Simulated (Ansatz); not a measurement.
# CoSi2/Si/CoSi2: conductance against the thickness of the layer, part 2 of 6

Aim: the conductance of CoSi2/Si/CoSi2 junctions as the barrier thickens. Both electrodes are CoSi2 fluorite(111) turned by 180 degrees (type B); the barrier is Si diamond(111) (whole bilayers). In the first transport cell, after relaxation, the nearest pair of electrode and barrier is Si–Si at 2.39 Å, along the normal, at the lower face and Si–Si at 2.39 Å, along the normal, at the upper one. All share a net of side 3.829 Å, which strains the lower electrode by +1.0 % and the barrier by -1.0 %, against typed lattice constants near PBE's. The first steps treat the bulk electrodes alone.

Ansatz 0.2.0; PBE DFT, plane waves, PAW files (the session's first sound run).

So far: Set-up; The strained electrode.

### 3. Relaxing the interfaces

System of this step: CoSi2/Si/CoSi2. The cell holds 14 atoms: 12 Si and 2 Co. Cell: a = 3.829 Å, b = 3.829 Å, c = 33.840 Å, α = 90.0°, β = 90.0°, γ = 120.0°. Vacuum lies along c.

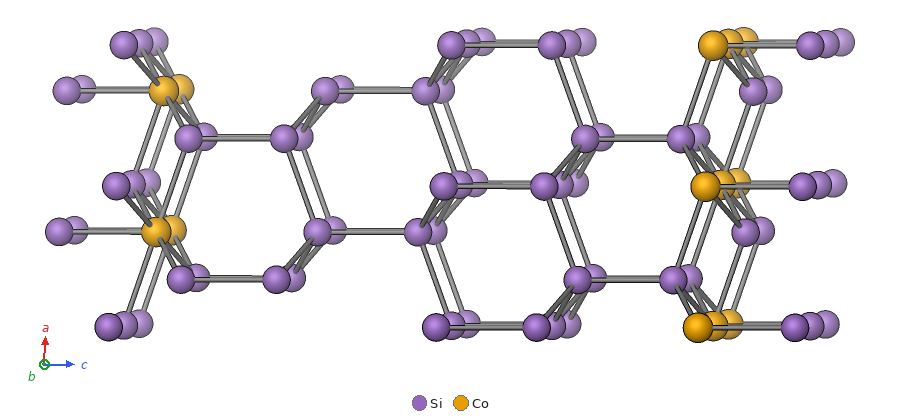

The cell of this step (silicon purple, cobalt orange). Bonds to atoms that aren't drawn are left out. 2×2×1 cells are drawn. Some periodic images of atoms are drawn too.

Tunnelling depends exponentially on distance, so the interfaces are relaxed first. A short slab in vacuum serves: only the barrier and the layers next to it are taken over, and later cells can add or drop layers in the barrier's middle. The dipole correction removes the field that unlike faces would set up across the vacuum.

input.yaml

```yaml
crystal:
  lattice:
    - [3.829, 0.0, 0.0]
    - [-1.9145, 3.3160112711, 0.0]
    - [0.0, 0.0, 33.8404495605]
  atoms:
    - { symbol: Si, position: [0.66666667, 0.33333333, 0.2364034788] }
    - { symbol: Si, position: [0.0, 0.0, 0.2817982638] }
    - { symbol: Co, position: [0.66666667, 0.33333333, 0.3044956564] }
    - { symbol: Si, position: [0.33333333, 0.66666667, 0.3271930489] }
    - { symbol: Si, position: [0.33333333, 0.66666667, 0.394272536] }
    - { symbol: Si, position: [0.66666667, 0.33333333, 0.417767528] }
    - { symbol: Si, position: [0.66666667, 0.33333333, 0.488252504] }
    - { symbol: Si, position: [0.0, 0.0, 0.511747496] }
    - { symbol: Si, position: [0.0, 0.0, 0.582232472] }
    - { symbol: Si, position: [0.33333333, 0.66666667, 0.605727464] }
    - { symbol: Si, position: [0.33333333, 0.66666667, 0.6728069511] }
    - { symbol: Co, position: [0.0, 0.0, 0.6955043436] }
    - { symbol: Si, position: [0.66666667, 0.33333333, 0.7182017362] }
    - { symbol: Si, position: [0.0, 0.0, 0.7635965212] }
kpoints:
  mp_grid: { grid: [8, 8, 1] }
scf:
  occupations: { method: fermi_dirac, width: 0.1 }
  max_iter: 150
hamiltonian:
  xc: pbe
efield:
  axis: 3
  dipole_correction: true
relax:
  f_tol: 0.04
  max_steps: 60
output:
  forces: true
```

Run with:

```sh
$ ansatz run input.yaml --threads 8 --pin off --max-ram 24576MiB --backend cpu --events-out ev --progress --plain --runs-dir out
```

Numbers of over 12 decimals in the logs are rounded to 6 here.

Log:

```text
[...]
Crystal: 14 atoms, lattice volume = 429.672 Å³
Basis set: ecut = 420 eV, 8345 PW (Γ), exchange–correlation on 54×54×480 points (8 copies of the dense FFT grid, shifted against one another)
Bands: 55, of which v1, the nominal top of the filled ones, is band 41 counted from 1 (40 counted from 0)
Symmetry: 6 space group operations
k-points: 10 of 64 (time reversal used)
[...]
SCF iter   1: F=—  HF=-17880.027920 eV  |F-HF|=—  |Δ(HF+E_count)|=         —  Δρ=4.56e-3  dr2=2.36e-1  ethr=1.77e-3  p=-0.000 e·Å  D=-1.57e-14 V/Å  ΔV_dip=0.00 eV  dr2_dipole=1.98e-9  V_vac-E_F(+/−)=4.91/4.91 eV  ⟨swp⟩=10.9  Hψ=3250  notcnv=0  defer=2
efield: sawtooth ramp at fractional position 0.9500 (placed from the atoms, in the widest stretch of the axis that holds none; the zero of the levels goes with the place), width 0.1000; the density the first Hamiltonian is built on has a dipole p = -0.000 e·Å; the dipole correction subtracts the counter field D = -1.57e-14 V/Å, which shifts the + side's vacuum level by +0.00 eV against the − side's; the planar-averaged density in the ramp window peaks in size at 2.0e-5 e/Å³
[...]
SCF iter   2: F=—  HF=-17880.034842 eV  |F-HF|=—  |Δ(HF+E_count)|=   6.92e-3  Δρ=1.04e-2  dr2=3.51e-1  ethr=2.88e-4  p=-0.000 e·Å  D=-4.50e-8 V/Å  ΔV_dip=0.00 eV  dr2_dipole=1.05e-7  V_vac-E_F(+/−)=5.14/5.14 eV  ⟨swp⟩=3.0  Hψ=1064  notcnv=0  defer=15
[...]
SCF iter   6: F=-17880.010419 eV  HF=-17880.010448 eV  |F-HF|=2.88e-5  |Δ(HF+E_count)|=   7.18e-5  Δρ=8.65e-5  dr2=3.88e-5  ethr=4.88e-8  p=0.000 e·Å  D=1.34e-7 V/Å  ΔV_dip=-0.00 eV  dr2_dipole=9.55e-9  V_vac-E_F(+/−)=5.21/5.21 eV  ⟨swp⟩=4.0  Hψ=2450  notcnv=0
SCF 1 converged in 6 iterations: F = -17880.010419 eV  dr2 = 3.88e-5
[...]
relax step   1: F+E_penalty+E_count = -17880.01041902 eV  Δ(F+E_penalty+E_count) = +0.000e0 eV  max|allowed force component| = 1.156e0 eV/Å  Δτ_max = 0.0000 Å  (6 SCF iters, dr2 threshold 4.00e-5 eV, accepted)
[...]
SCF iter   1: F=—  HF=-17880.193438 eV  |F-HF|=—  |Δ(HF+E_count)|=         —  Δρ=4.60e-3  dr2=2.89e-1  ethr=3.66e-4  p=0.000 e·Å  D=1.34e-7 V/Å  ΔV_dip=-0.00 eV  dr2_dipole=3.66e-9  V_vac-E_F(+/−)=5.18/5.18 eV  ⟨swp⟩=1.0  Hψ=2007  notcnv=0  defer=15
efield: sawtooth ramp at fractional position 0.9500 (handed on by an earlier solve), width 0.1000; the density the first Hamiltonian is built on has a dipole p = 0.000 e·Å; the dipole correction subtracts the counter field D = 1.34e-7 V/Å, which shifts the + side's vacuum level by -0.00 eV against the − side's; the planar-averaged density in the ramp window peaks in size at 7.2e-6 e/Å³
[...]
SCF iter   2: F=—  HF=-17880.173058 eV  |F-HF|=—  |Δ(HF+E_count)|=   2.04e-2  Δρ=2.74e-3  dr2=4.82e-2  ethr=3.53e-4  p=0.000 e·Å  D=1.65e-7 V/Å  ΔV_dip=-0.00 eV  dr2_dipole=3.83e-9  V_vac-E_F(+/−)=5.15/5.15 eV  ⟨swp⟩=2.0  Hψ=908  notcnv=0  defer=15
[...]
SCF iter   6: F=-17880.160423 eV  HF=-17880.160481 eV  |F-HF|=5.78e-5  |Δ(HF+E_count)|=   2.74e-5  Δρ=6.65e-5  dr2=7.45e-5  ethr=1.02e-7  p=0.000 e·Å  D=1.05e-7 V/Å  ΔV_dip=-0.00 eV  dr2_dipole=4.73e-9  V_vac-E_F(+/−)=5.21/5.21 eV  ⟨swp⟩=4.3  Hψ=2456  notcnv=0
SCF 2 converged in 6 iterations: F = -17880.160423 eV  dr2 = 7.45e-5
relax step   2: F+E_penalty+E_count = -17880.16042332 eV  Δ(F+E_penalty+E_count) = -1.500e-1 eV  max|allowed force component| = 4.386e-1 eV/Å  Δτ_max = 0.0760 Å  (6 SCF iters, dr2 threshold 8.35e-5 eV, accepted)
SCF iter   1: F=—  HF=-17880.215774 eV  |F-HF|=—  |Δ(HF+E_count)|=         —  Δρ=2.35e-3  dr2=7.15e-2  ethr=9.55e-4  p=0.000 e·Å  D=1.05e-7 V/Å  ΔV_dip=-0.00 eV  dr2_dipole=5.44e-9  V_vac-E_F(+/−)=5.20/5.20 eV  ⟨swp⟩=3.3  Hψ=1241  notcnv=0  defer=15
[...]
SCF iter   7: F=-17880.208067 eV  HF=-17880.208070 eV  |F-HF|=3.75e-6  |Δ(HF+E_count)|=   1.42e-6  Δρ=3.13e-5  dr2=4.77e-6  ethr=1.47e-8  p=-0.000 e·Å  D=-8.33e-8 V/Å  ΔV_dip=0.00 eV  dr2_dipole=3.05e-12  V_vac-E_F(+/−)=5.22/5.22 eV  ⟨swp⟩=5.0  Hψ=1930  notcnv=0
SCF 3 converged in 7 iterations: F = -17880.208067 eV  dr2 = 4.77e-6
relax step   3: F+E_penalty+E_count = -17880.20806661 eV  Δ(F+E_penalty+E_count) = -4.764e-2 eV  max|allowed force component| = 1.052e-1 eV/Å  Δτ_max = 0.0353 Å  (7 SCF iters, dr2 threshold 1.20e-5 eV, accepted)
[...]
relax step   4: F+E_penalty+E_count = -17880.21175157 eV  Δ(F+E_penalty+E_count) = -3.685e-3 eV  max|allowed force component| = 5.230e-2 eV/Å  Δτ_max = 0.0165 Å  (8 SCF iters, accepted)
SCF iter   1: F=—  HF=-17880.215774 eV  |F-HF|=—  |Δ(HF+E_count)|=         —  Δρ=2.11e-3  dr2=2.01e-2  ethr=1.00e-4  p=-0.000 e·Å  D=-8.94e-8 V/Å  ΔV_dip=0.00 eV  dr2_dipole=1.01e-10  V_vac-E_F(+/−)=5.23/5.23 eV  ⟨swp⟩=2.8  Hψ=1184  notcnv=0  defer=15
[...]
SCF iter   9: F=-17880.213421 eV  HF=-17880.213422 eV  |F-HF|=1.61e-8  |Δ(HF+E_count)|=   1.04e-8  Δρ=2.62e-6  dr2=2.93e-8  ethr=1.22e-10  p=-0.000 e·Å  D=-2.75e-7 V/Å  ΔV_dip=0.00 eV  dr2_dipole=7.63e-11  V_vac-E_F(+/−)=5.25/5.25 eV  ⟨swp⟩=4.0  Hψ=1677  notcnv=0
SCF 5 converged in 9 iterations: F = -17880.213421 eV  dr2 = 2.93e-8
[...]
relax step   5: F+E_penalty+E_count = -17880.21342149 eV  Δ(F+E_penalty+E_count) = -1.670e-3 eV  max|allowed force component| = 1.092e-2 eV/Å  Δτ_max = 0.0228 Å  (9 SCF iters, accepted)
SCF converged after 9 iterations
Free energy (F): -17880.213421 eV
[...]
Internal energy: -17879.984613 eV  (E = F + TS)
E sigma→0 (E₀):  -17880.099017 eV
Entropy (-TS):   -0.228809 eV (-16.343 meV/atom)
Fermi energy:    2.304177 eV
Dipole field:    D = -0.000008 V/Å  (p = -0.000020 e·Å, saw-weighted, corrected)
Work function:   Φ+ = 5.2468 eV   Φ− = 5.2465 eV
Levels:          The Fermi level and band energies are counted from a zero that moves with the ramp; work functions are not
[...]
--- Forces (eV/Å), atoms counted from 1 ---
  atom   1  Si     0.00000000    -0.00000000    -0.00006738
  atom   2  Si    -0.00000000     0.00000000    -0.00142985
  atom   3  Co     0.00000000    -0.00000000    -0.00686631
  atom   4  Si     0.00000000     0.00000000     0.01091371
  atom   5  Si    -0.00000000    -0.00000000    -0.00244882
  atom   6  Si     0.00000000     0.00000000    -0.00397286
  atom   7  Si     0.00000000    -0.00000000    -0.00705802
  atom   8  Si     0.00000000     0.00000000     0.00706381
  atom   9  Si     0.00000000    -0.00000000     0.00398426
  atom  10  Si    -0.00000000     0.00000000     0.00244478
  atom  11  Si     0.00000000    -0.00000000    -0.01088807
  atom  12  Co     0.00000000     0.00000000     0.00680900
  atom  13  Si     0.00000000    -0.00000000     0.00141856
  atom  14  Si    -0.00000000     0.00000000     0.00004700
  max |Σ_I F_I| component: 5.02e-5 eV/Å
--- Relaxed structure (5 steps of the walk, 5 accepted, 0 SCFs on fresh bases) ---
  F+E_penalty+E_count = -17880.21342149 eV   max|allowed force component| = 1.092e-2 eV/Å
  atoms:
    - { symbol: Si, position: [0.666667, 0.333333, 0.235913] }
    - { symbol: Si, position: [2.3979307005156785e-17, -6.608470383688814e-17, 0.281671] }
    - { symbol: Co, position: [0.666667, 0.333333, 0.300969] }
    - { symbol: Si, position: [0.333333, 0.666667, 0.323994] }
    - { symbol: Si, position: [0.333333, 0.666667, 0.394502] }
    - { symbol: Si, position: [0.666667, 0.333333, 0.418084] }
    - { symbol: Si, position: [0.666667, 0.333333, 0.488138] }
    - { symbol: Si, position: [2.397930700515679e-17, -6.608470383688813e-17, 0.511862] }
    - { symbol: Si, position: [2.3979307005156822e-17, -6.608470383688807e-17, 0.581916] }
    - { symbol: Si, position: [0.333333, 0.666667, 0.605498] }
    - { symbol: Si, position: [0.333333, 0.666667, 0.676006] }
    - { symbol: Co, position: [2.3979307005156834e-17, -6.608470383688805e-17, 0.699031] }
    - { symbol: Si, position: [0.666667, 0.333333, 0.718329] }
    - { symbol: Si, position: [2.3979307005156803e-17, -6.608470383688811e-17, 0.764087] }
```

Elapsed: 11 s, on 8 threads of Arm Neoverse V2, shared host; peak memory 1.2 GiB; 83 s of CPU time.

Relaxation path:

```
step  energy less that of the first step (eV)  largest force component (eV/Å)
   1                                   0.0000                          1.1556
   2                                  -0.1500                          0.4386
   3                                  -0.1976                          0.1052
   4                                  -0.2013                          0.0523
   5                                  -0.2030                          0.0109
```

Forces are held to the 6 operations that the run works with; a distortion that breaks them can't arise in this run.

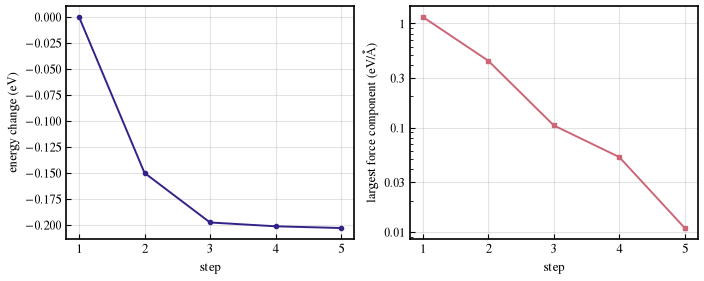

Energy and largest force along the relaxation.

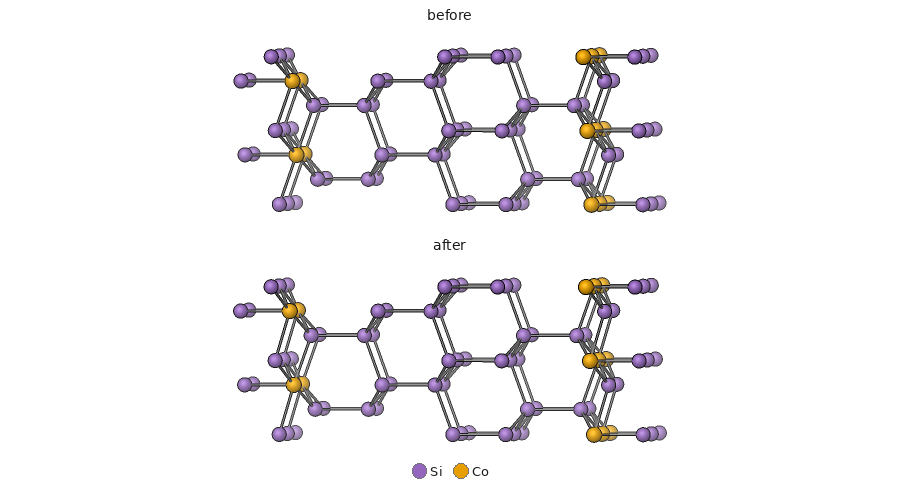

Before and after, at one scale. Bonds to atoms that aren't drawn are left out.

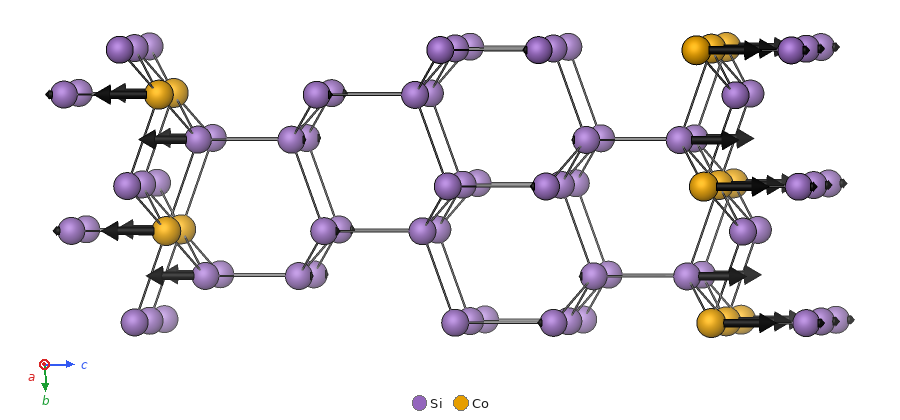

Displacements in the relaxation, exaggerated; the longest in the cell stands for 0.12 Å. Bonds to atoms that aren't drawn are left out. 2×2×1 cells are drawn. Some periodic images of atoms are drawn too.

The atoms that moved most (Å):

```
atom     dx     dy      dz  length
Co12  0.000  0.000   0.119   0.119
 Co3  0.000  0.000  -0.119   0.119
 Si4  0.000  0.000  -0.108   0.108
Si11  0.000  0.000   0.108   0.108
Si14  0.000  0.000   0.017   0.017
 Si1  0.000  0.000  -0.017   0.017
 Si9  0.000  0.000  -0.011   0.011
 Si6  0.000  0.000   0.011   0.011
```

This step gave:

| Item | Value |
| --- | --- |
| free energy | -17880.2134 eV |
| Fermi energy | 2.304 eV |
| work function, upper face | 5.247 eV |
| work function, lower face | 5.246 eV |
| dipole moment | -1.97e-5 e·Å |
| dipole field | -8.29e-6 V/Å |

The largest force component on a free atom ends at 0.011 eV/Å. The work functions of the outer faces are 5.25 and 5.25 eV.

[end of part 2 of 6]

[Logs are printed without paths, hosts, clocks, repeated set-up lines and the standing remarks that a program may print on its own settings, such as how far it seeks lower states.]

[Hosts, paths, dates, database ids (printed as entryN), source tags and the programs' standing remarks are cut or masked in the printed files.]
